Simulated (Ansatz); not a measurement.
# Run report: CdSe, geometry relaxation (part 2 of 2)

CdSe (P6₃mc, 4 atoms in the cell); DFT PBE, scalar-relativistic, plane waves, PAW, no spin polarisation (Ansatz 0.2.0); cutoff 420 eV, 6×6×4 k-mesh, Gaussian smearing of 0.02 eV. The structure derives from an entry of the Crystallography Open Database.

Geometry of the input (Å; fractional positions):
```
4.3000  0.0000  0.0000
-2.1500  3.7239  0.0000
0.0000  0.0000  7.0200
Cd 0.3333  0.6667  0.0000
Cd 0.6667  0.3333  0.5000
Se 0.3333  0.6667  0.3850
Se 0.6667  0.3333  0.8850
```

```
basis re-selected at this cell: Δ(F+E_penalty+E_count) = -1.236e-3 eV, ΔP = -0.008 GPa vs the last step (what re-selecting the basis moved, of the pressure what is left beyond the Pulay correction that the steps carried, after the strain that the cell walked since its last selection, with what the two solves' SCF thresholds leave and, on support functions, any second-order correction that the steps lacked; it is no measure of the basis error at this ecutwfc). This SCF's stress stands 1.46e-2 GPa from its target on what of the cell is left free (relax.cell.stress_tol is 5.00e-2 GPa) and its largest allowed force component is 2.37e-3 eV/Å (relax.f_tol is 5.00e-3 eV/Å): within both
SCF converged after 7 iterations
Free energy (F): -27449.584776 eV
Harris-Foulkes:  -27449.584776 eV  (|F-HF|=6.91e-11)
Internal energy: -27449.584776 eV  (E = F + TS)
E sigma→0 (E₀):  -27449.584776 eV
Fermi energy:    6.966766 eV
--- Per-component energies (eV) ---
  E_band       = -1827.292055
  E_kinetic    = 1245.610384
  E_local      = -13036.397978  (includes V_loc(G=0)·N_el)
  E_nonlocal   = -1124.272361
  E_hartree    = 6184.792645
  E_xc         = -561.036472
  E_vxc        = -638.413815  (∫ρ·V_xc dr)
  E_paw        = -11989.839825  (= ΣΔE_a)
  E_vpaw       = -643.402397  (= ΣTr[D̂ρ^β])
  E_aug_tail   = -0.001227  (compensation charges beyond the density's cutoff)
  E_ewald      = -8168.439942
  E_smearing   = -0.000000  (= −TS)
  E_closure    = 0.000000  (closes the sum)
  Σ components = -27449.584776   (vs F -27449.584776, Δ=0.00e0)
--- Forces (eV/Å), atoms counted from 1 ---
  atom   1  Cd     0.00000000    -0.00000000     0.00236939
  atom   2  Cd     0.00000000     0.00000000     0.00236939
  atom   3  Se     0.00000000    -0.00000000    -0.00237022
  atom   4  Se    -0.00000000     0.00000000    -0.00237022
  max |Σ_I F_I| component: 1.67e-6 eV/Å
--- Stress (GPa, compression-positive) ---
        0.006806       0.000000       0.000000
        0.000000       0.006806       0.000000
        0.000000       0.000000      -0.014594
  P = ⅓ Tr σ = -0.0003 GPa (-0.003 kbar)
--- Band table (eV; the first three rows and the last of 21) ---
  k-point 0: bands = ["-94.8388", "-94.8388", "-55.9076", "-55.9075", "-55.9075", "-55.9075", "-55.9075", "-55.9074", "-39.8461", "-39.8460", "-39.8452", "-39.8452", "-39.8452", "-39.8452", "-39.8426", "-39.8426", "-39.8426", "-39.8426", "-5.6026", "-5.2724", "-1.0566", "-1.0514", "-1.0514", "-0.9937", "-0.9937", "-0.7705", "-0.7705", "-0.7180", "-0.7180", "-0.4857", "2.6359", "6.0095", "6.0095", "6.6530", "6.6954", "6.6954", "7.2376", "8.8397", "12.5573", "12.5573", "12.8263", "13.6550", "13.6550", "14.1763"]
  k-point 1: bands = ["-94.8388", "-94.8388", "-55.9076", "-55.9075", "-55.9075", "-55.9075", "-55.9075", "-55.9074", "-39.8461", "-39.8460", "-39.8452", "-39.8452", "-39.8452", "-39.8452", "-39.8426", "-39.8426", "-39.8426", "-39.8426", "-5.5539", "-5.3201", "-1.0448", "-1.0448", "-1.0165", "-1.0041", "-1.0041", "-0.7613", "-0.7613", "-0.7241", "-0.7241", "-0.6371", "3.0935", "5.5020", "6.1030", "6.1030", "6.5872", "6.5872", "8.2801", "8.9227", "12.4008", "12.6449", "12.6449", "13.3912", "13.3912", "13.4859"]
  k-point 2: bands = ["-94.8388", "-94.8388", "-55.9075", "-55.9075", "-55.9075", "-55.9075", "-55.9075", "-55.9075", "-39.8460", "-39.8460", "-39.8452", "-39.8452", "-39.8452", "-39.8452", "-39.8426", "-39.8426", "-39.8426", "-39.8426", "-5.4365", "-5.4365", "-1.0263", "-1.0263", "-1.0263", "-1.0263", "-0.8760", "-0.8760", "-0.7411", "-0.7411", "-0.7411", "-0.7411", "4.1743", "4.1743", "6.3377", "6.3377", "6.3377", "6.3377", "8.9563", "8.9563", "12.4505", "12.4505", "12.9409", "12.9409", "12.9409", "12.9409"]
  k-point 20: bands = ["-94.8388", "-94.8388", "-55.9076", "-55.9076", "-55.9076", "-55.9076", "-55.9074", "-55.9074", "-39.8460", "-39.8460", "-39.8453", "-39.8453", "-39.8452", "-39.8452", "-39.8426", "-39.8426", "-39.8426", "-39.8426", "-5.1936", "-5.1936", "-0.9258", "-0.9258", "-0.9181", "-0.9181", "-0.7654", "-0.7654", "-0.7608", "-0.7608", "-0.3801", "-0.3801", "2.8563", "2.8563", "4.4921", "4.4921", "5.6838", "5.6838", "10.3564", "10.3564", "12.5026", "12.5026", "12.7957", "12.7957", "15.2893", "15.2893"]
--- Relaxed structure (4 steps of the walk, 4 accepted, 1 SCFs on fresh bases) ---
  F+E_penalty+E_count = -27449.58477606 eV   max|allowed force component| = 2.370e-3 eV/Å   (the final SCF, on the basis selected at the relaxed cell)
  cell:  # Å, volume = 119.0338 Å³
    - [4.383379530899692, 0.0, 1.4299674225615477e-34]
    - [-2.191689765449846, 3.7961180281878484, 1.2664372719551575e-34]
    - [1.5174282207266892e-34, 1.400702972978482e-34, 7.153545664126186]
  atoms:
    - { symbol: Cd, position: [0.3333333333333333, 0.6666666666666666, 0.004581079278705392] }
    - { symbol: Cd, position: [0.6666666666666666, 0.3333333333333333, 0.5045810792787054] }
    - { symbol: Se, position: [0.3333333333333333, 0.6666666666666666, 0.3804189207212947] }
    - { symbol: Se, position: [0.6666666666666666, 0.3333333333333333, 0.8804189207212947] }
```

**Trajectory as extended XYZ (Å, eV, eV/Å), 5 frames, from step=1 to step=5**
```
4
Lattice="4.3000 0.0000 0.0000 -2.1500 3.7239 0.0000 0.0000 0.0000 7.0200" Properties=species:S:1:pos:R:3:forces:R:3 step=1 energy=-27449.50790 pressure_GPa=3.02
Cd    0.0000    2.4826    0.0000    0.0000   0.0000   0.2826
Cd    2.1500    1.2413    3.5100    0.0000   0.0000   0.2826
Se    0.0000    2.4826    2.7027    0.0000   0.0000  -0.2827
Se    2.1500    1.2413    6.2127    0.0000   0.0000  -0.2827
4
Lattice="4.4122 0.0000 0.0000 -2.2061 3.8211 0.0000 0.0000 0.0000 7.1778" Properties=species:S:1:pos:R:3:forces:R:3 step=2 energy=-27449.57822 pressure_GPa=-0.69
Cd    0.0000    2.5474    0.0248    0.0000   0.0000   0.0433
Cd    2.2061    1.2737    3.6137    0.0000   0.0000   0.0433
Se    0.0000    2.5474    2.7386    0.0000   0.0000  -0.0433
Se    2.2061    1.2737    6.3276    0.0000   0.0000  -0.0433
4
Lattice="4.3891 0.0000 0.0000 -2.1945 3.8011 0.0000 0.0000 0.0000 7.1564" Properties=species:S:1:pos:R:3:forces:R:3 step=3 energy=-27449.58322 pressure_GPa=-0.12
Cd    0.0000    2.5340    0.0297    0.0000   0.0000   0.0207
Cd    2.1945    1.2670    3.6079    0.0000   0.0000   0.0207
Se    0.0000    2.5340    2.7255    0.0000   0.0000  -0.0207
Se    2.1945    1.2670    6.3037    0.0000   0.0000  -0.0207
4
Lattice="4.3834 0.0000 0.0000 -2.1917 3.7961 0.0000 0.0000 0.0000 7.1535" Properties=species:S:1:pos:R:3:forces:R:3 step=4 energy=-27449.58354 pressure_GPa=0.01
Cd    0.0000    2.5307    0.0328    0.0000   0.0000   0.0024
Cd    2.1917    1.2654    3.6095    0.0000   0.0000   0.0024
Se    0.0000    2.5307    2.7213    0.0000   0.0000  -0.0024
Se    2.1917    1.2654    6.2981    0.0000   0.0000  -0.0024
4
Lattice="4.3834 0.0000 0.0000 -2.1917 3.7961 0.0000 0.0000 0.0000 7.1535" Properties=species:S:1:pos:R:3:forces:R:3 step=5 energy=-27449.58478 pressure_GPa=-0.00
Cd    0.0000    2.5307    0.0328    0.0000   0.0000   0.0024
Cd    2.1917    1.2654    3.6095    0.0000   0.0000   0.0024
Se    0.0000    2.5307    2.7213    0.0000   0.0000  -0.0024
Se    2.1917    1.2654    6.2981    0.0000   0.0000  -0.0024
```

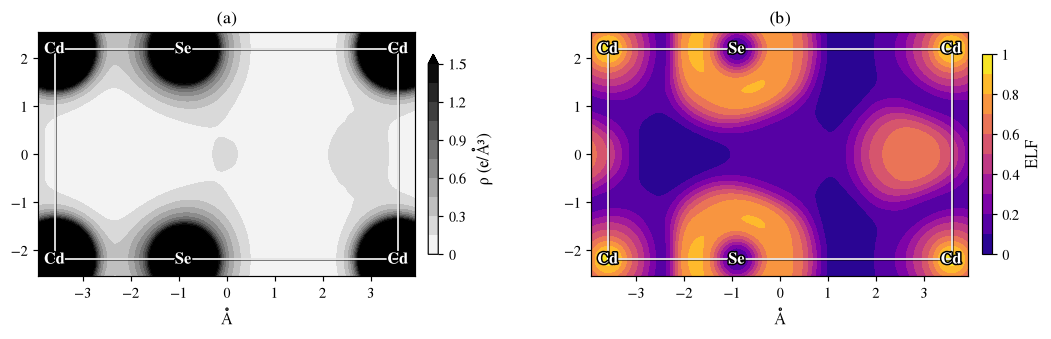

**Figure 1.** (a) valence charge density (pseudo); (b) ELF on the (11̄0) plane of the conventional cell. Atoms in the plane: Cd and Se. Cd–Se (2.69 Å): ρ at the midpoint is about 0.36 e/Å³; the ELF peaks at about 0.80 in the valence shell of Se, 0.9 Å from its nucleus, and drops to about 0.15 between the two atoms. Away from the nuclei the density in this plane falls to 0.01 e/Å³ at its lowest. The strong features right at Cd lie inside the PAW spheres (semicore, d or f shells) and say nothing about bonding. Core electrons are frozen (PAW), so the fields are smoothed inside the atomic spheres.

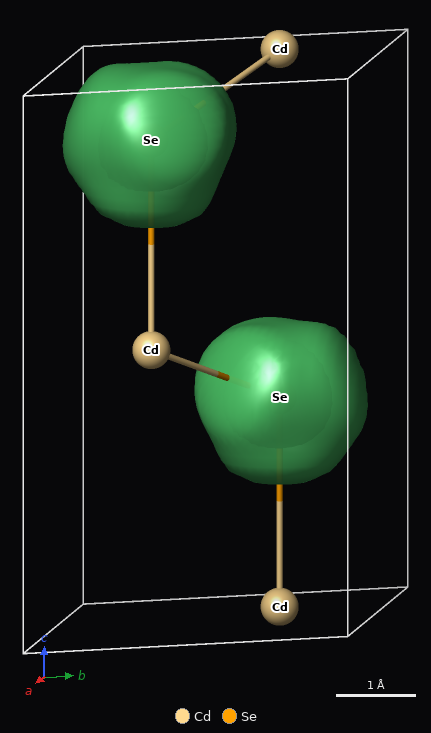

**Figure 2.** Isosurface of the ELF at 0.75 (green), seen slightly off an axis. Only the valence region is drawn (cores and ρ < 0.01 e/Å³ removed). Sticks mark near contacts. The outline is the cell set on symmetry axes. Values along the shortest contacts: Cd–Se (2.68 Å): the ELF peaks at about 0.80 in the valence shell of Se, 0.9 Å from its nucleus, and drops to about 0.15 between the two atoms.

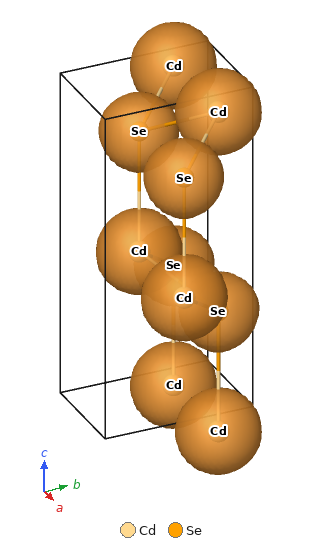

**Figure 3.** Isosurface of the valence electron density at 0.8 e/Å³ (orange), seen slightly off an axis. Sticks mark near contacts. The outline is the cell set on symmetry axes. At this value the density breaks into separate islands; it holds about 80 % of the electrons treated as valence (semicore included). It is pinched off along the Cd–Se (2.68 Å) contacts. On the grid the lowest density along these lines, outside the cores, is 0.35 e/Å³ (Cd–Se, 2.68 Å).

**Summary**

```json
{"quantity": "outcome", "value": "converged"}
{"quantity": "space group (tolerance 0.01 Å)", "value": "P6₃mc (186)"}
{"quantity": "electrons treated", "value": "72"}
{"quantity": "free energy", "value": "−27449.5848 eV"}
{"quantity": "Fermi energy", "value": "6.967 eV"}
{"quantity": "gap on the k-point mesh", "value": "0.54 eV"}
{"quantity": "pressure", "value": "0.00 GPa"}
{"quantity": "final volume", "value": "119.03 Å³"}
{"quantity": "largest force (length of the vector) at the end", "value": "0.002 eV/Å"}
{"quantity": "final cell", "value": "a = 4.383 Å, b = 4.383 Å, c = 7.154 Å, α = 90.00°, β = 90.00°, γ = 120.00°"}
{"quantity": "hardware", "value": "1 thread of Intel Xeon @ 2.50GHz (Skylake/Cascade Lake), 192 GiB of memory available, shared host"}
{"quantity": "wall time", "value": "76 s"}
{"quantity": "peak memory", "value": "0.45 GiB"}
```
